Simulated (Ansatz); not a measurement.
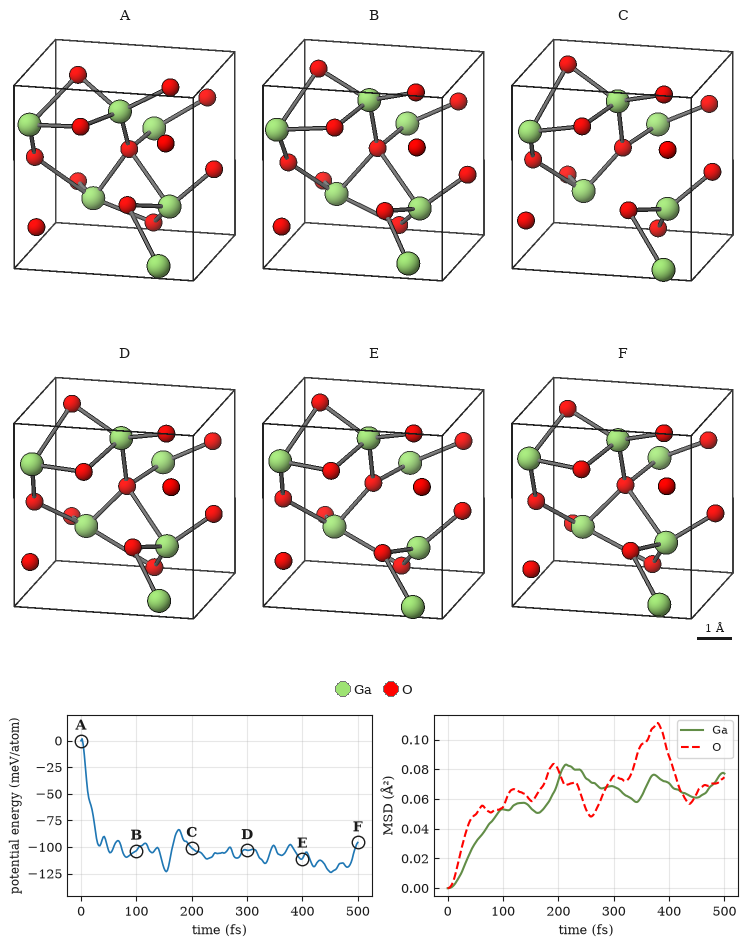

A Born-Oppenheimer molecular dynamics run of an amorphous cell of composition Ga₂O₃ (15 atoms in the cell), 500 fs long. It starts from the last geometry of an earlier run, with fresh velocities. Frames (A at 0 fs, B at 100 fs, C at 200 fs, D at 300 fs, E at 400 fs, F at 500 fs) and the history of the run. Style: ball-and-stick. Shown: the simulation cell, slightly off an axis. Bonds to atoms that aren't drawn are left out.

Computed with DFT PBE, scalar-relativistic, plane waves, PAW in Ansatz. Set-up: plane-wave cutoff 420 eV; k-point mesh 1 × 1 × 1; Fermi-Dirac smearing 0.05 eV; set temperature 300 K; time step 2 fs.

Input
```yaml
crystal:
  lattice:
    - [5.474258, -0.037845, -0.014794]
    - [-0.037845, 5.458001, -0.014321]
    - [-0.014794, -0.014321, 5.623118]
  atoms:
    - { symbol: Ga, position: [0.016849414, 0.3001315087, 0.7116349562] }
    - { symbol: Ga, position: [0.7507582034, 0.5001763912, 0.2635786693] }
    - { symbol: Ga, position: [0.2788632808, 0.7010205266, 0.2270749863] }
    - { symbol: Ga, position: [0.5554838611, 0.9759191816, 0.5577245251] }
    - { symbol: Ga, position: [0.4825441466, 0.4665912116, 0.7729402038] }
    - { symbol: Ga, position: [0.7980635154, 0.0316183348, 0.0589910709] }
    - { symbol: O, position: [0.5973330925, 0.7759718108, 0.0968006348] }
    - { symbol: O, position: [0.8469673475, 0.9968936317, 0.7408533971] }
    - { symbol: O, position: [0.3361088599, 0.1514942895, 0.7593473376] }
    - { symbol: O, position: [0.4899220708, 0.6573718701, 0.5204512464] }
    - { symbol: O, position: [0.9974208405, 0.5103367609, 0.4811536561] }
    - { symbol: O, position: [0.7818718801, 0.3899647272, 0.9450118691] }
    - { symbol: O, position: [0.5809332232, 0.2212709753, 0.3303821117] }
    - { symbol: O, position: [0.2307116596, 0.5449900506, 0.9366984366] }
    - { symbol: O, position: [0.1240782974, 0.0009742163, 0.2342891348] }
  symmetry: { detect: false }
basis:
  ecutwfc: 420
  xc_grid: 1
kpoints:
  mp_grid: { grid: [1, 1, 1], shift: [0.0, 0.0, 0.0] }
hamiltonian:
  xc: pbe
scf:
  occupations: { method: fermi_dirac, width: 0.05 }
  lower_state_search: "off"
  convergence: { dr2_threshold: 1.0e-05 }
output:
  forces: true
  stress: true
md:
  timestep: 2.0
  n_steps: 250
  ensemble: nvt_langevin
  friction: 0.03
  temperature: 300.0
  initial_velocities: maxwell_boltzmann
  seed: 62857
```

Run as
```bash
ansatz run input.yaml --threads 2 --pin off --max-ram 5120MiB --backend cpu --events-out ev --progress --plain --runs-dir out
```

Describe the run.

Root-mean-square distances from the starting positions over the second half, with the common drift of all atoms taken out: O 0.27 Å, Ga 0.26 Å. That is small against the typical shortest distance between atoms in the first frame, about 1.8 Å: the atoms vibrate about their sites and the arrangement holds. The mean temperature in the second half is 306 K (standard deviation 51 K). The potential energy in the second half lies on average 109 meV per atom below the first frame. The mean pressure there is 11.6 GPa.

Limits of the set-up: the periodic images lie only 5.5 Å apart, so the values are limited by the cell's size.

Cost: 94 s on 2 threads of Arm Neoverse V2, on a shared host, peak memory 0.34 GiB.
